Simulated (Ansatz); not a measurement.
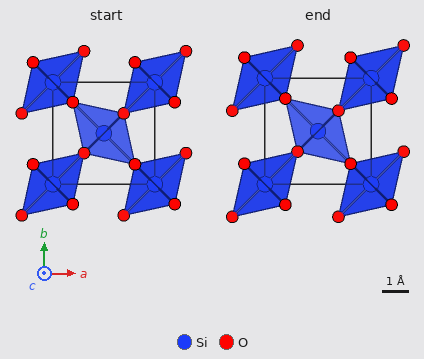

The structure of solid SiO2 (built on the rutile type) before (left) and after (right) a relaxation, at one scale.

A polyhedral model of the cell of the calculation, seen along the c axis.

Level of theory: DFT, PBE, plane waves, PAW in Ansatz 0.2.0. Set-up: plane-wave cutoff 420 eV; k-point mesh 6 × 6 × 8; occupations fermi dirac; smearing width 0.02 eV; no spin polarisation; cell and atoms relaxed; force threshold 0.005 eV/Å.

Summarise the run.

Answer. The energy falls by 0.330 eV per cell of the calculation in 6 accepted moves (8 points after the start). Largest force component: 0.23 eV/Å at the start, under 0.0001 eV/Å at the end. The pressure goes from 26.82 to 0.03 GPa. The SCF was repeated twice at an unchanged geometry on a basis and grid sized afresh for the cell, which shifted the energy by 41.3 meV per cell of the calculation at most. The largest moves relative to the cell, 0.012 Å, are those of O atoms. Si stays in place. The volume changes by +8.7 %, with a = b 4.067 → 4.236 Å (+4.1 %), c 2.684 → 2.691 Å (+0.2 %). Some distances before and after: O–Si 1.754 → 1.839 Å, O–Si 1.749 → 1.774 Å. The space group stays P4_2/mnm (No. 136).
